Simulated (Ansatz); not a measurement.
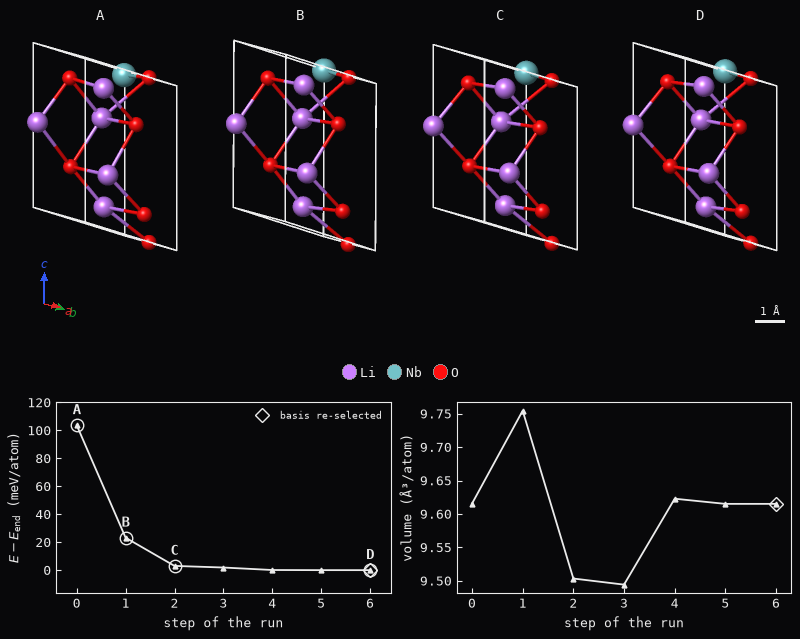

Frames of a relaxation of crystalline Li5NbO5 (set up in P1), marked on the history of the run. The picture is a ball-and-stick view of the cell of the calculation, reduced to other axes, seen from a free direction. Lengths and directions refer to the drawn axes.

Case: all atoms moved at random, sigma 0.1 Å for each component; relaxed back.

The calculation used DFT PBEsol, scalar-relativistic, plane waves, PAW (Ansatz 0.2.0). Settings: plane-wave cutoff 420 eV; k-point mesh 6 × 6 × 4; occupations gaussian; smearing width 0.05 eV; no spin polarisation; cell and atoms relaxed; force threshold 0.01 eV/Å; at most 80 steps.

What happens along the run?

A Li atom moves most relative to the cell: 0.18 Å along [−3 −2 −2]. By element the largest moves are Li 0.18 Å, O 0.18 Å, Nb 0.18 Å. The drawn cell changes at constant volume: a 4.008 → 4.009 Å (0.0 %), b unchanged at 5.224 Å, c 5.777 → 5.776 Å (0.0 %). Among the contacts that change: Li–Nb 2.800 → 3.069 Å, Li–Nb 3.112 → 2.888 Å, Li–O 1.835 → 2.058 Å, Li–Nb 2.682 → 2.888 Å. Among the angles between lasting bonds that change: O–Li–O 166.7° → 179.8°, O–Nb–O 165.6° → 178.5°, O–Nb–O 101.3° → 89.4°. Within 0.06 Å the space group is P1 at the start and C2/m at the end; at a tighter tolerance small leftover displacements or strains of the cell lower it. The energy falls by 104 meV per atom in 5 accepted moves (6 points after the start). Largest force component: 3.8 eV/Å at the start, 0.0035 eV/Å at the end. The pressure goes from 7.62 to −0.01 GPa. The SCF was repeated once at an unchanged geometry on a basis and grid sized afresh for the cell, which shifted the energy by less than 0.05 meV per atom at most. From step 0 to 1: a Li atom moves most (0.16 Å), volume +1.4 %, energy −80.5 meV per atom. From step 1 to 2: an O atom moves most (0.16 Å), volume −2.6 %, energy −20.2 meV per atom. From step 2 to 6: a Li atom moves most (0.07 Å), volume +1.2 %, energy −3.0 meV per atom.
